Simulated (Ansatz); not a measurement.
# Gate voltage and capacitance of a Bi2Te3 quintuple layer charged by one gate, PBE-D3(BJ)

The calculation gives the voltage of a single gate that induces up to 10 × 10¹³ cm⁻² electrons or holes in one Bi2Te3 quintuple layer. The voltage is counted from that of the neutral layer, whose Fermi level lies at an arbitrary place in the gap, so the slope on each branch and the window between the branches carry the meaning.

Problem: find how the voltage rises with carrier density, and compare the capacitance with the 1.77 μF/cm² of a 5 Å vacuum gap, the distance from the charged sheet to the nearest nuclei. The answer tells how much voltage a wanted density costs, and where the induced charge effectively sits.

## Calculations

Ansatz 0.2.0, plane-wave Kohn-Sham DFT with its default PAW datasets, PBE-D3(BJ), Coulomb interaction cut off along the normal. The layer is relaxed neutral (cell and atoms), then held. One charged sheet stands 5 Å outside the outermost atoms of the upper face, behind a model barrier of 10 eV placed 1.5 Å nearer; the layer holds the opposite charge. Mesh 36×36×1, Fermi-Dirac smearing of 0.026 eV, spin-paired, no spin-orbit coupling. The voltage is read from the planar potential behind the sheet against the layer's Fermi level.

Notes on method and selection:

- A vacuum gap of 5 Å alone has a capacitance of 1.77 μF/cm².
- The capacitance is the series of the electrostatic and the quantum capacitance; at few carriers the latter depends on mesh and smearing.
- The neutral layer's Kohn-Sham gap along the symmetry path is 1.06 eV, with the valence top between K and Γ and the conduction bottom at Γ.
- In a layer with a gap the smearing places the neutral Fermi level somewhere in the gap, so the zero of voltage is arbitrary and only the window between the branches counts.
- Densities at which electrons spill towards the barrier, and series whose voltage is not monotonic, are not listed.
- Runs in which the search for lower states was switched off are not listed.
- Work functions and vacuum levels are read from the electrostatic potential (Hartree and local ionic parts), which a warning of a rough exchange-correlation potential in thin density does not concern.
- The default PAW datasets of this version of Ansatz are the set soft_2.
- Runs that did not converge, have known faults or may not be shown are not listed, and runs on Ansatz's PAW sets soft_1 and soft_2 are kept to separate tables.

Columns:

- carrier density (10¹³ cm⁻²): electrons added per area, negative for holes.
- back work function (eV): work function of the face away from the gate.
- gate voltage (V): gate voltage less that of the neutral layer.
- capacitance (μF/cm²): differential capacitance e·Δn/ΔV from the previous row to this one.
- equivalent distance (Å): vacuum distance with that capacitance, ε₀/C.

## The series

| member | branch | carrier density (10¹³ cm⁻²) | back work function (eV) | gate voltage (V) | capacitance (μF/cm²) | equivalent distance (Å) |
| --- | --- | --- | --- | --- | --- | --- |
| −10 | holes | −10 | 5.305 | −7.607 | – | – |
| −6 | holes | −6 | 5.317 | −4.753 | 2.25 | 3.94 |
| −3 | holes | −3 | 5.321 | −2.631 | 2.26 | 3.91 |
| −1 | holes | −1 | 5.308 | −1.214 | 2.26 | 3.92 |
| +1 | electrons | 1 | 4.153 | 1.334 | – | – |
| +3 | electrons | 3 | 4.075 | 2.788 | 2.20 | 4.02 |
| +6 | electrons | 6 | 4.006 | 4.878 | 2.30 | 3.85 |
| +10 | electrons | 10 | 3.975 | 7.504 | 2.44 | 3.63 |

gate voltage (V) against carrier density (10¹³ cm⁻²):

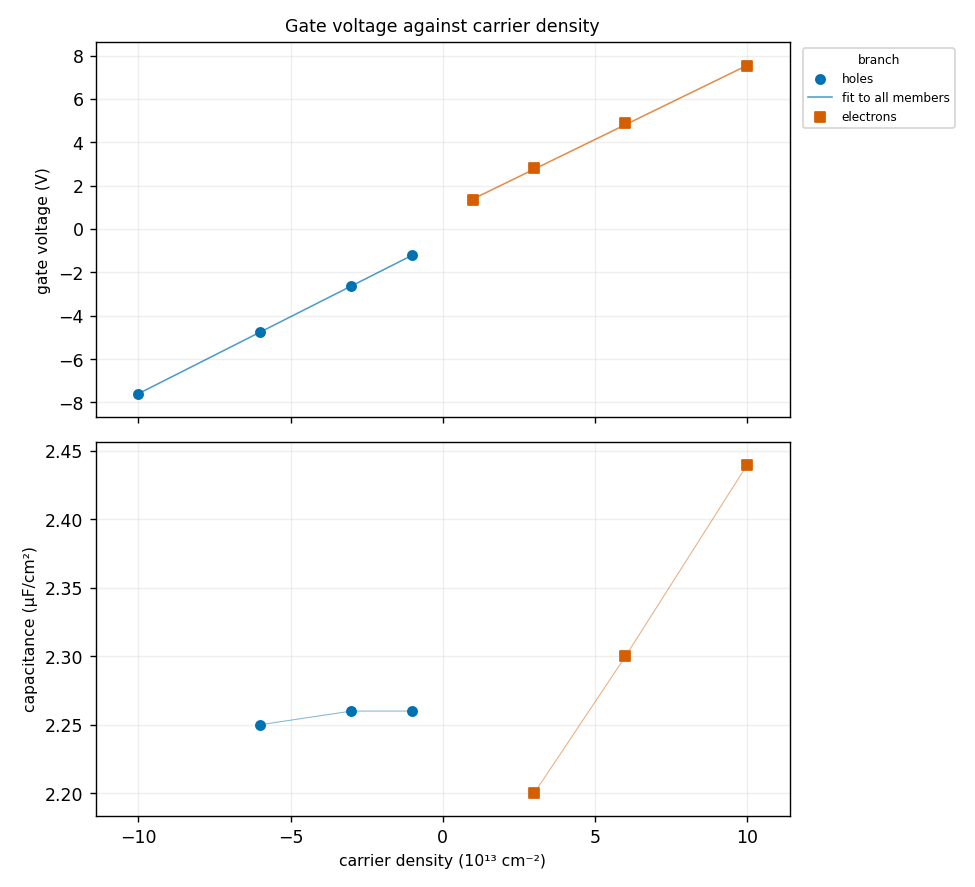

Least-squares fits to the whole series, with x = carrier density (10¹³ cm⁻²); R² and errors in the fitted variable (y, or ln y where the fit is in ln y):

| y | branch | members | fit | R² | rms residual | leave-one-out rms | the same for the mean of the others |
| --- | --- | --- | --- | --- | --- | --- | --- |
| gate voltage (V) | holes | 4 | y = −0.5002 + 0.7102 x | 1.00 | 0.0052 | 0.013 | 3.2 |
| gate voltage (V) | electrons | 4 | y = 0.7036 + 0.6845 x | 1.00 | 0.051 | 0.14 | 3.1 |

## Why the values move as they do

On each branch the voltage changes by about 0.7 V per 10¹³ cm⁻². The capacitance is 2.25 to 2.26 μF/cm² for holes and rises from 2.20 to 2.44 μF/cm² for electrons. Every listed step therefore exceeds the vacuum gap, by a factor between 2.20 / 1.77 = 1.24 and 2.44 / 1.77 = 1.38.

A model with three parameters follows from three assumptions.

1. Gate and layer carry opposite charges, so there is no field behind either of them. By Poisson's equation the potential then differs between the two outer sides by s·n, with s = e·d/ε₀. Here n is the carrier density and d the distance from the gate to the centre of the induced charge. For n in 10¹³ cm⁻² and d in Å, s = 0.181·d in volts.

2. The gate voltage is read against the Fermi level, which the back work function Φ ties to the vacuum on the far side. Between two members,

 V₂ − V₁ = (Φ₁ − Φ₂)/e + s·(n₂ − n₁).

3. In the simplest case d is the same for all members, and Φ has one value for holes and another for electrons. Each branch is then a straight line of slope s:

 V = V_h + s·n for holes, V = V_e + s·n for electrons.

The jump in Φ between the branches reflects the band gap: the Fermi level must cross it before carriers of the other sign appear.

The model also explains the high capacitance. The quantum capacitance, being in series, cannot lift the total above the electrostatic part for ordinary band filling. The electrostatic distance must therefore be shorter than 5 Å. The electron cloud of the outer tellurium atoms reaches beyond their nuclei and responds to the field there, so the induced charge is centred outside the nuclear plane.

## The model against the table

The parameters are fixed on −1 and +1. The voltage between them is 1.334 + 1.214 = 2.548 V, of which the back work function supplies 5.308 − 4.153 = 1.155 V. The rest is electrostatic:

s = (2.548 − 1.155) / 2 = 0.6965 V per 10¹³ cm⁻²

d = 0.6965 / 0.181 = 3.85 Å

The induced charge is thus centred 5 − 3.85 = 1.15 Å outside the outermost nuclei. The 1.155 eV step in work function is close to the Kohn-Sham gap of 1.06 eV.

The branch constants are V_h = −1.214 + 0.6965 = −0.5175 V and V_e = 1.334 − 0.6965 = 0.6375 V. Four other members follow:

- **−3:** −0.5175 − 3 × 0.6965 = −2.607 V; the table has −2.631 V, a difference of −0.024 V.
- **−10:** −0.5175 − 10 × 0.6965 = −7.483 V; the table has −7.607 V, a difference of −0.124 V.
- **+6:** 0.6375 + 6 × 0.6965 = 4.817 V; the table has 4.878 V, and 4.878 − 4.817 = 0.061 V.
- **+10:** 0.6375 + 10 × 0.6965 = 7.603 V; the table has 7.504 V, and 7.504 − 7.603 = −0.099 V.

Over all six members not used to fix the model, the typical miss is 0.08 V. Predicting each member from the mean of the others on its branch gives an rms miss of more than 3 V.

## Where the trend breaks

Largest departures from the fit to the whole series:

| member | branch | gate voltage (V) | fit | computed − fit | in rms residuals |
| --- | --- | --- | --- | --- | --- |
| −6 | holes | −4.753 | −4.761 | +0.008 | 1.6 |
| +6 | electrons | 4.878 | 4.811 | +0.067 | 1.3 |
| +1 | electrons | 1.334 | 1.388 | −0.054 | 1.1 |
| −10 | holes | −7.607 | −7.602 | −0.005 | 0.9 |

The misses of the three-parameter model have two sources, which the back work function separates.

For electrons Φ is not constant: it falls from 4.153 to 3.975 eV between +1 and +10, which adds 4.153 − 3.975 = 0.178 V to the voltage. Filling of the conduction band, which has few states near its bottom at Γ, gives this sign. For holes Φ stays within 0.016 eV.

The distance d is not constant either. With the change in Φ taken out, the slope from −10 to −6 is (7.607 − 4.753 + 5.317 − 5.305) / 4 = 0.717 V per 10¹³ cm⁻², which means a distance for the added charge of 0.717 / 0.181 = 3.96 Å. From +6 to +10 the slope is (7.504 − 4.878 + 3.975 − 4.006) / 4 = 0.649 V per 10¹³ cm⁻², and the distance 0.649 / 0.181 = 3.59 Å. A positive gate draws the electron cloud towards itself and a negative one pushes it back, which accounts for the direction of the shift.

At −10 the longer distance makes the voltage more negative than the model's. At +3 and +6 band filling outweighs the shorter distance, and both members lie about 0.06 V above the model; at +10 the shorter distance wins.

## What to take away

Between 1 and 10 × 10¹³ cm⁻² of either carrier, the listed voltages follow nearly one electrostatic slope, about 0.7 V per 10¹³ cm⁻², and a step close to the band gap. The capacitance exceeds that of the vacuum gap because the induced charge lies nearer the gate than the nuclei do. Densities at which electrons spill towards the barrier are left out, so the series sets no upper limit for charging.

Two limits of the calculation can outweigh the model's largest miss of 0.124 V, though not the range of several volts. Spin-orbit coupling, strong in bismuth and tellurium, would narrow the window between the branches by roughly some tenths of a volt. The usual underestimate of gaps by PBE acts the other way, with a similar rough size. Both bear mainly on the window and much less on the slope. The atoms are held, so relaxation of the layer under charge is left out as well.
